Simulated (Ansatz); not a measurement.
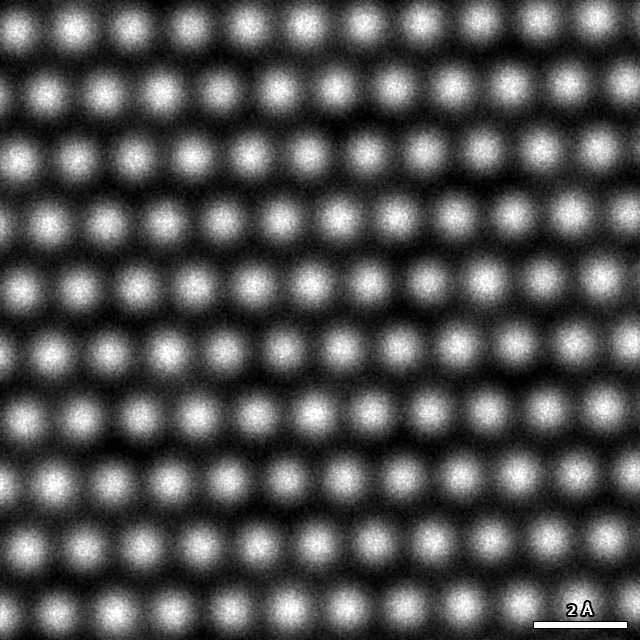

HAADF-like image of Ni (Im-3m, No. 229). The image is simulated as a sum over atoms of Z^1.7, blurred by a 0.74 Å probe (no channelling). Shot noise and the speckle of an amorphous layer were added. Structure used: the end point of a relaxation with DFT, BLYP, plane waves (420 eV) with PAW, scalar-relativistic (Ansatz); the starting structure was generated, so it need not be a known form of this composition.

```
CELL_PARAMETERS angstrom
2.84016 0.00000 0.00000
0.00000 2.84016 0.00000
0.00000 0.00000 2.84016
ATOMIC_POSITIONS crystal
Ni 0.00000 0.00000 0.00000
Ni 0.50000 0.50000 0.50000
```

> Along which zone axis is the crystal seen: [210], [001], [111] or [211]? (Directions equivalent by symmetry count as one.)

[210]. The projected cells are 1.27 × 1.56 Å, 114° for [210]; 2.01 × 2.01 Å, 90° for [001]; 2.32 × 2.32 Å, 120° for [111]; 0.82 × 2.01 Å, 90° for [211], and the image repeats as the [210] one does.
